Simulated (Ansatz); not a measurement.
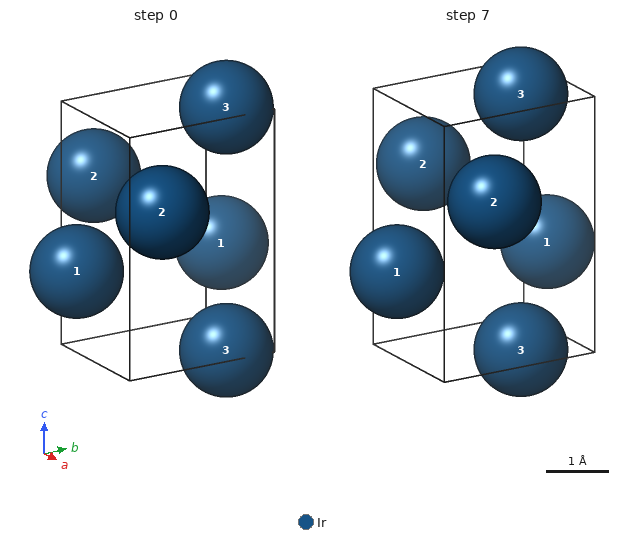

The structure of a crystal of Ir (built on the trigonal selenium_152 type) (coarse preliminary run) before (left) and after (right) a relaxation, at one scale.

The picture is a spheres-only view of the cell of the calculation, seen slightly off an axis.

Case: trigonal selenium type (P3_121, No. 152).

The calculation used DFT r2SCAN, scalar-relativistic, plane waves, PAW (Ansatz 0.2.0).

Input
```yaml
crystal:
  lattice:
    - [3.5455382034, 0.0, 0.0]
    - [-1.7727691017, 3.0705261543, 0.0]
    - [0.0, 0.0, 4.0225317782]
  atoms:
    - { symbol: Ir, position: [0.2254, 0.0, 0.3333333333] }
    - { symbol: Ir, position: [0.0, 0.2254, 0.6666666667] }
    - { symbol: Ir, position: [0.7746, 0.7746, 0.0] }
basis:
  ecutwfc: 500
kpoints:
  mp_grid: { grid: [6, 6, 4] }
hamiltonian:
  xc: r2scan
scf:
  occupations: { method: gaussian, width: 0.1 }
  lower_state_search: "off"
output:
  forces: true
  stress: true
  eigenvalues: true
relax:
  adjacent_minimum: "off"
  f_tol: 0.04
  max_steps: 70
  cell: { stress_tol: 0.4 }
```

**What changed between the two?**

The energy falls by 3947 meV per atom in 6 accepted moves (7 points after the start). Largest force component: 29 eV/Å at the start, under 0.0001 eV/Å at the end. Pressure: 186.21 GPa at the start and −0.18 GPa at the end. The SCF was repeated once at an unchanged geometry on a basis and grid sized afresh for the cell, which shifted the energy by 1.8 meV per atom at most. The largest moves relative to the cell, 0.40 Å, are those of Ir1, Ir2 and Ir3. Ir3 goes along [−1 −1 0]. The drawn cell changes as follows: a = b 3.546 → 3.683 Å (+3.9 %), c 4.023 → 4.233 Å (+5.2 %); the volume changes by +13.6 %. Some distances before and after: Ir1–Ir2 1.927 → 2.552 Å, Ir1–Ir2 (another image) 2.790 → 2.552 Å. Among the angles between lasting bonds that change: Ir2–Ir1–Ir3 156.3° → 180.0°, Ir2–Ir1–Ir3 65.5° → 87.6°, Ir2–Ir1–Ir3 161.2° → 180.0°. The space group (tolerance 0.01 Å) goes from P3_121 (No. 152) to R-3m (No. 166).

Limits of the set-up: the k-point mesh is coarse for a cell with partly filled bands.
